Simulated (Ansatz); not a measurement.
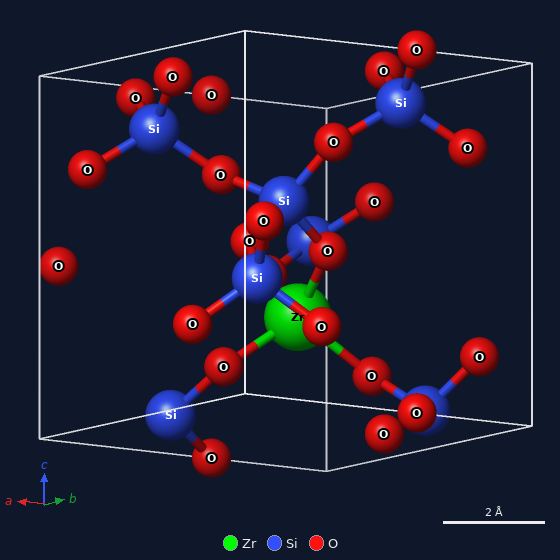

This ball-and-stick model is shown from a general direction. The frame is the supercell; atoms at its boundary are shown with their periodic copies. The host is SiO₂, in a cell of 24 sites, and the cell is neutral.

Where does the cell differ from the host, and how?

Zirconium on a silicon site (a substitutional impurity). It is bonded to four O in a tetrahedral arrangement at about 1.9 Å.

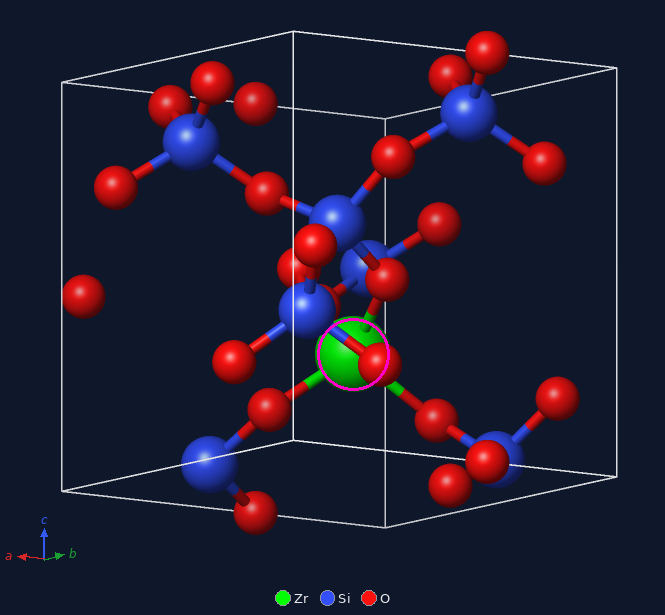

The same cell with a ring at the defect's site.

The atoms were relaxed in the host's cell with DFT PBEsol, scalar-relativistic, plane waves, PAW in Ansatz.
